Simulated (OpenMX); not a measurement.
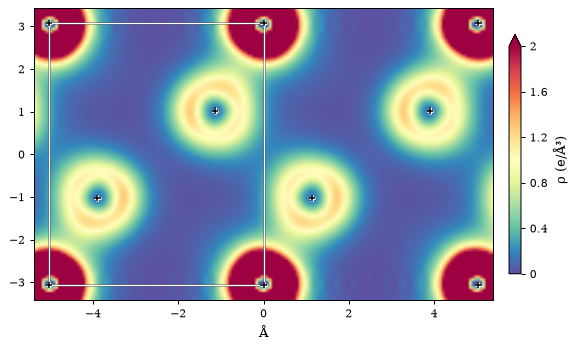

The valence charge density (pseudo) on a plane through atoms (crosses mark nuclei in the plane).

The calculation used Kohn-Sham DFT of a periodic cell, PBE, OpenMX 2013 PBE set in OpenMX.

Candidates:
A. PtS₂, a = 3.54 Å, b = 3.54 Å, c = 5.04 Å, α = 90.00°, β = 90.00°, γ = 120.00°. Space group P-3m1; not relaxed (largest force 1.6 eV/Å); computed pressure about 14 GPa in this cell.
B. Mo, a = 3.17 Å, b = 3.17 Å, c = 3.17 Å, α = 90.00°, β = 90.00°, γ = 90.00°. Space group Im-3m; a structure from a database of computed crystals, not necessarily the ambient phase; computed pressure about 3 GPa in this cell.
C. HfN, a = 4.51 Å, b = 4.51 Å, c = 4.51 Å, α = 90.00°, β = 90.00°, γ = 90.00°. Space group Fm-3m; computed pressure about 8 GPa in this cell.

Which candidate gave the map?

Answer. Candidate A: PtS₂ on the (110) plane of the conventional cell, which holds Pt and S. Pt–S (2.34 Å): ρ at the midpoint is about 0.7 e/Å³.
